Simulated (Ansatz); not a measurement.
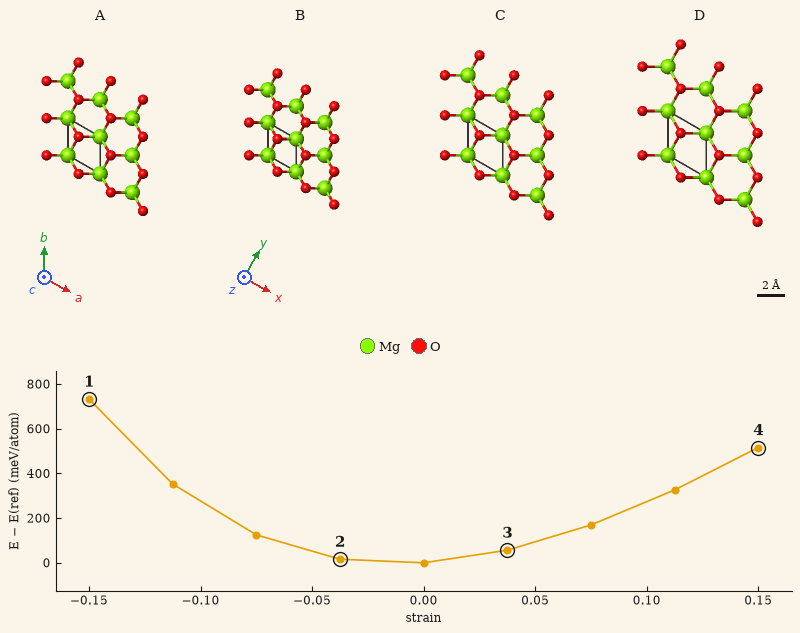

A scan of a crystal of MgO (P-6m2): the cell is strained equally along x and y, with the atoms kept at their fractional coordinates. x, y and z are the Cartesian axes of the input. The frames are shuffled; the numbered points of the plot belong to them. The picture is a ball-and-stick view of the cell of the calculation, repeated 2 × 2 × 3 with one cell outlined, seen along the c axis.

The calculation used DFT r2SCAN, scalar-relativistic, plane waves, PAW (Ansatz 0.2.0). Set-up: plane-wave cutoff 500 eV; k-point mesh 9 × 9 × 8; occupations gaussian; smearing width 0.05 eV; no spin polarisation. Energies (free energies at the smearing named) are counted from the cell as listed in its source, which wasn't relaxed.

Which frame belongs to which numbered point?

Answer. Point 1 is frame B (the strain −0.15, 733 meV/atom); 2 is frame A (the strain −0.0375, 16 meV/atom); 3 is frame C (the strain 0.0375, 56 meV/atom); 4 is frame D (the strain 0.15, 516 meV/atom). The lowest computed point lies at the strain 0.00 (0 meV/atom). The unrelaxed reference is under a pressure of −5.2 GPa, which tilts the curve. The distortion keeps the space group P-6m2. At the strain −0.15 the cell of the drawing goes a 2.938 → 2.497 Å, b 2.938 → 2.497 Å.
